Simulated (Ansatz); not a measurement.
# Calculations on TiAl

Part 1: Relaxation

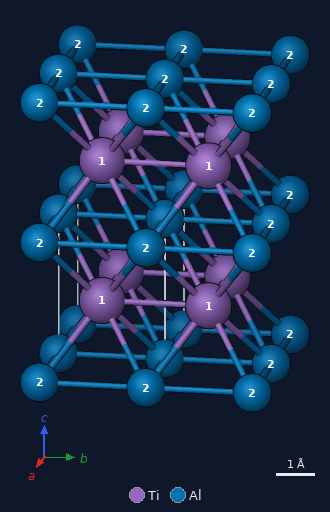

A crystal of TiAl (set up in P4/mmm), before the relaxation. A ball-and-stick model of the cell of the calculation, repeated 2 × 2 × 2 with one cell outlined, seen slightly off an axis.

Case: biaxial strain in the a-b plane of +4.5 %; c and atoms relaxed.

All numbers below come from Ansatz, DFT PBEsol, scalar-relativistic, plane waves, PAW.

Input file:
```yaml
crystal:
  lattice:
    - [2.9203946404, 0.0, 0.0]
    - [0.0, 2.9203946404, 0.0]
    - [0.0, 0.0, 3.9320262881]
  atoms:
    - { symbol: Ti, position: [0.5, 0.5, 0.5] }
    - { symbol: Al, position: [0.0, 0.0, 0.0] }
basis:
  ecutwfc: 420
kpoints:
  mp_grid: { grid: [18, 18, 14] }
hamiltonian:
  xc: pbesol
scf:
  occupations: { method: gaussian, width: 0.1 }
output:
  forces: true
  stress: true
  eigenvalues: true
relax:
  adjacent_minimum: "off"
  f_tol: 0.008
  max_steps: 40
  cell: { stress_tol: 0.015, fix: [a, b, gamma] }
```

Launched with:
```bash
ansatz run input.yaml --threads 1 --pin off --max-ram 2560MiB --backend cpu --events-out ev --progress --plain --runs-dir out
```

Predict the outcome.

The energy falls by 5.4 meV per atom in 4 accepted moves (6 points after the start). All forces vanish by symmetry, so only the cell relaxes. The pressure goes from −6.63 to −3.96 GPa. At 2 points the geometry stayed and the basis and grid were re-selected for the new cell (energy shift of 0.1 meV per atom at most each time). The atoms keep their places relative to the cell (all moves are under 0.005 Å). The drawn cell changes as follows: a = b unchanged at 2.920 Å, c 3.932 → 3.825 Å (−2.7 %); the volume changes by −2.7 %. Near-neighbour distances that change, for instance: Ti1–Al2 2.851 → 2.815 Å. The space group stays P4/mmm (No. 123). The run took 75 s on 1 thread of Arm Neoverse V1, with other jobs on the host, peak memory 0.47 GiB.

The end point in the same view:

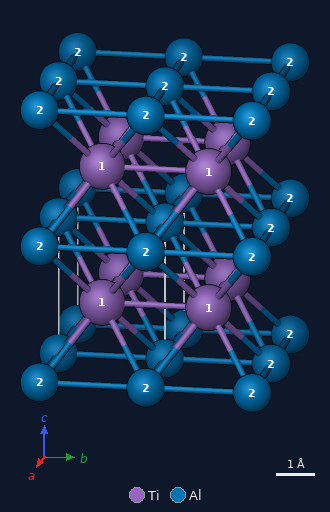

Part 2: Relaxation

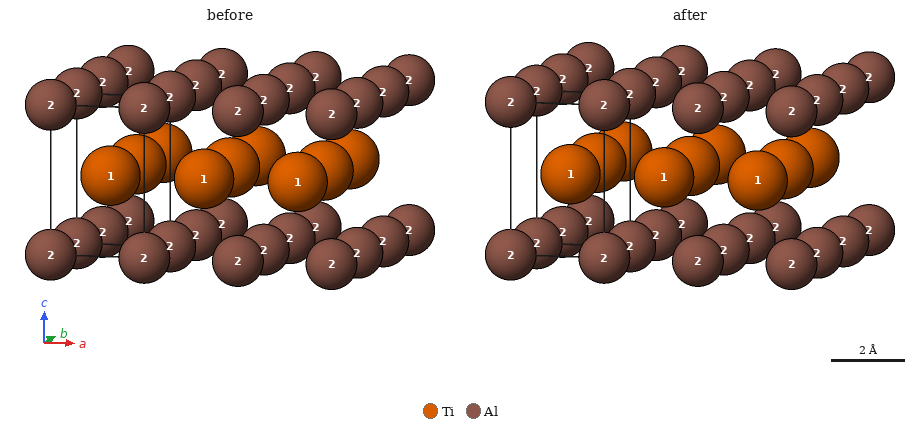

The structure of crystalline TiAl (set up in P4/mmm) before (left) and after (right) a relaxation, at one scale.

A spheres-only model of the cell of the calculation, repeated 3 × 3 × 1 with one cell outlined, seen slightly off an axis.

Case: biaxial strain in the a-b plane of -4.5 %; c and atoms relaxed.

These are results of DFT PBEsol, scalar-relativistic, plane waves, PAW in Ansatz 0.2.0, not measurements. (plane-wave cutoff 420 eV; k-point mesh 18 × 18 × 14; occupations gaussian; smearing width 0.1 eV; no spin polarisation; cell relaxed at fixed a, b, gamma; force threshold 0.008 eV/Å; at most 40 steps)

Q: What changed between the two?

A: Over 4 accepted moves (6 points after the start) the energy falls by 3.5 meV per atom. All forces vanish by symmetry, so only the cell relaxes. The pressure goes from 8.87 to 6.06 GPa. At 2 points the geometry stayed and the basis and grid were re-selected for the new cell (energy shift of 0.1 meV per atom at most each time). No atom moves by more than 0.005 Å relative to the cell. The volume changes by +1.9 %, with a = b unchanged at 2.669 Å, c 4.150 → 4.230 Å (+1.9 %). Near-neighbour distances that change, for instance: Ti1–Al2 2.805 → 2.835 Å. The space group stays P4/mmm (No. 123).

Part 3: A change

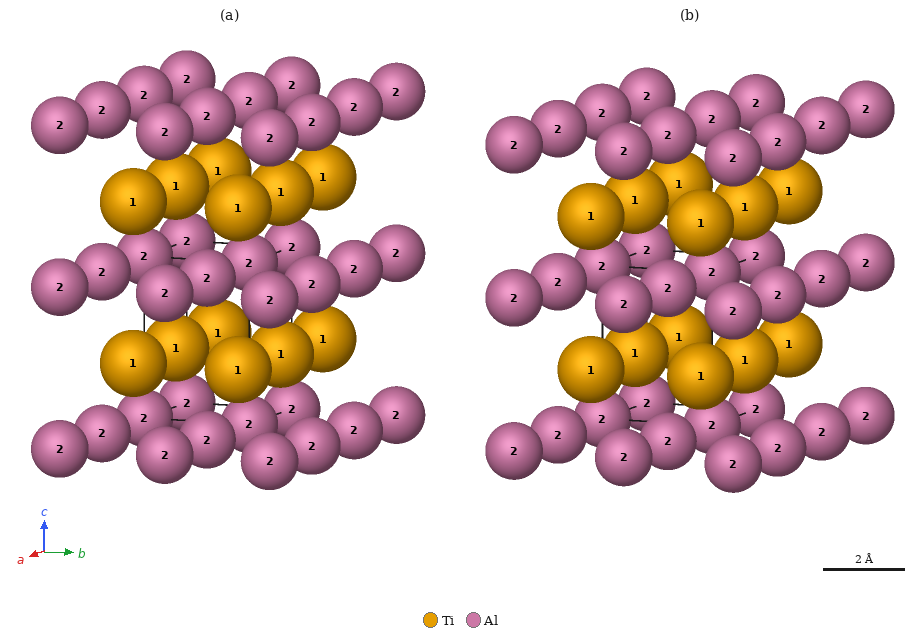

Left: crystalline TiAl (set up in P4/mmm). Right: the same structure after one change, at the same scale. Style: spheres-only. Shown: the cell of the calculation, repeated 3 × 2 × 2 with one cell outlined, slightly off an axis.

Computed with DFT PBEsol, scalar-relativistic, plane waves, PAW (Ansatz). (plane-wave cutoff 420 eV; k-point mesh 18 × 18 × 14; occupations gaussian; smearing width 0.1 eV; no spin polarisation)

> What distinguishes the right structure from the left one?

Biaxial strain in the a–b plane, +4.5 %, is applied. The c axis and the atoms are relaxed.

> How do the computed properties respond?

It costs 28.4 meV per atom. The pressure goes from 0.0 to −4.0 GPa. The principal stresses (compression positive) are 0.0 GPa along c and −5.9 GPa across it. The drawn cell changes as follows: a = b 2.795 → 2.920 Å (+4.5 %), c 4.041 → 3.825 Å (−5.3 %); the volume changes by +3.4 %. No atom moves by more than 0.005 Å relative to the cell. Near-neighbour distances before and after: Ti–Ti 2.795 → 2.920 Å, Al–Al 2.795 → 2.920 Å, Al–Ti 2.826 → 2.815 Å. The space group stays P4/mmm (No. 123).

Part 4: Series

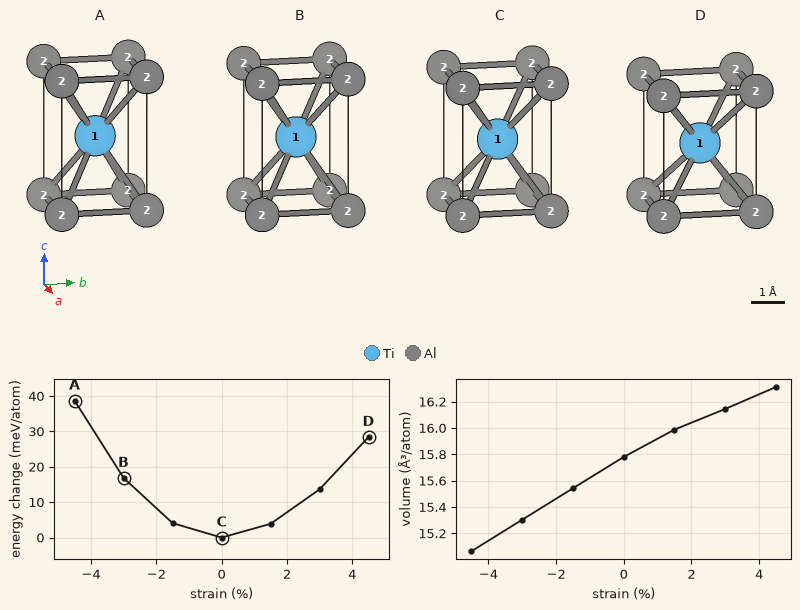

Members of a series of calculations on crystalline TiAl (set up in P4/mmm), marked on the first curve. Style: ball-and-stick. Shown: the cell of the calculation, slightly off an axis.

Computed with DFT PBEsol, scalar-relativistic, plane waves, PAW in Ansatz. (plane-wave cutoff 420 eV; k-point mesh 18 × 18 × 14; occupations gaussian; smearing width 0.1 eV; no spin polarisation)

> Which kind of strain is it, and how does the structure respond?

Biaxial strain in the a–b plane, c and atoms relaxed. A (strain −4.5 %): energy change 38.7 meV/atom, volume 15.06 Å³ per atom. B (strain −3.0 %): energy change 16.9 meV/atom, volume 15.30 Å³ per atom. C (strain 0.0 %): energy change 0.0 meV/atom, volume 15.78 Å³ per atom. D (strain 4.5 %): energy change 28.4 meV/atom, volume 16.31 Å³ per atom. The rest compares A with D. The volume changes by +8.3 %, with a = b 2.669 → 2.920 Å (+9.4 %), c 4.230 → 3.825 Å (−9.6 %). Near-neighbour distances before and after: Ti–Ti 2.669 → 2.920 Å, Al–Al 2.669 → 2.920 Å, Al–Ti 2.835 → 2.815 Å.
